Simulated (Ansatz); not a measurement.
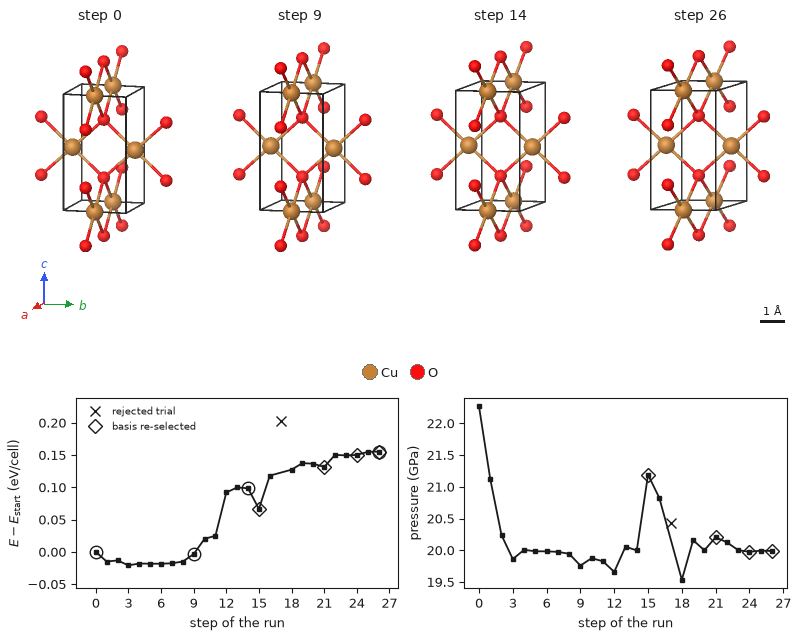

Frames of a relaxation of a crystal of CuO (set up in Cccm), marked on the history of the run. A ball-and-stick model of the cell of the calculation, seen slightly off an axis.

Case: relaxed at 20 GPa.

Theory: Ansatz 0.2.0, DFT PBEsol, scalar-relativistic, plane waves, PAW.

Input
```yaml
crystal:
  lattice:
    - [1.9539112643, -1.9572934182, 0.0]
    - [1.9539112643, 1.9572934182, 0.0]
    - [0.0, 0.0, 5.0044554526]
  atoms:
    - { symbol: Cu, position: [0.0, 0.5, 0.0] }
    - { symbol: Cu, position: [0.5, 0.0, 0.5] }
    - { symbol: O, position: [0.5, 0.5, 0.25] }
    - { symbol: O, position: [0.5, 0.5, 0.75] }
basis:
  ecutwfc: 420
kpoints:
  mp_grid: { grid: [14, 14, 8] }
hamiltonian:
  xc: pbesol
scf:
  occupations: { method: gaussian, width: 0.1 }
output:
  forces: true
  stress: true
  eigenvalues: true
relax:
  adjacent_minimum: "off"
  f_tol: 0.008
  max_steps: 50
  cell: { stress_tol: 0.08, p_target: 20.0 }
```

Command:
```bash
ansatz run input.yaml --threads 1 --pin off --max-ram 2560MiB --backend cpu --events-out ev --progress --plain --runs-dir out
```

Describe the path.

Answer. Over 21 accepted moves (26 points after the start) the energy rises by 0.155 eV per cell of the calculation. With the target pressure of 20 GPa, the enthalpy E + pV changes by −0.106 eV per cell of the calculation. All forces vanish by symmetry, so only the cell relaxes. The pressure goes from 22.27 to 19.99 GPa. The line search rejected the trial step at point 17 of the run. The SCF was repeated 4 times at an unchanged geometry on a basis and grid sized afresh for the cell, which shifted the energy by 31.9 meV per cell of the calculation at most. No atom moves by more than 0.005 Å relative to the cell. Cell: a = b 2.766 → 2.776 Å (+0.4 %), c 5.004 → 5.142 Å (+2.7 %), γ 90.1° → 114.0°. Volume −5.5 %. Some distances before and after: Cu1–O3 1.865 → 1.892 Å. Bond angles that change, for instance: Cu1–O3–Cu2 116.8° → 132.9°, Cu1–O3–Cu2 116.7° → 104.0°. The space group (tolerance 0.01 Å) goes from P4_2/mmc (No. 131) to Cccm (No. 66). From step 0 to 9: volume −0.3 %, energy −3.2 meV per cell of the calculation. From step 9 to 14: volume −2.4 %, energy +0.102 eV per cell of the calculation. From step 14 to 26: volume −2.8 %, energy +56.8 meV per cell of the calculation.

```
step  E − E(0), meV/atom  pressure, GPa  volume, Å³/atom                      note
   0                0.00          22.27            9.569                          
   1               -3.70          21.12            9.586                          
   2               -3.27          20.24            9.575                          
   3               -5.18          19.86            9.591                          
   4               -4.47          20.01            9.585                          
   5               -4.55          19.99            9.585                          
   6               -4.54          19.98            9.585                          
   7               -4.38          19.98            9.583                          
   8               -3.71          19.95            9.575                          
   9               -0.80          19.76            9.542                          
  10                5.10          19.88            9.484                          
  11                6.26          19.83            9.472                          
  12               23.04          19.66            9.322                          
  13               25.00          20.06            9.305                          
  14               24.65          20.00            9.308                          
  15               16.67          21.19            9.308  same geometry, new basis
  16               29.56          20.83            9.147                          
  17               50.77          20.43            8.974                  rejected
  18               31.87          19.54            9.118                          
  19               34.41          20.16            9.096                          
  20               34.18          20.00            9.098                          
  21               32.92          20.21            9.098  same geometry, new basis
  22               37.59          20.13            9.055                          
  23               37.40          20.00            9.056                          
  24               37.57          19.98            9.056  same geometry, new basis
  25               38.78          20.00            9.046                          
  26               38.85          19.99            9.046  same geometry, new basis
```
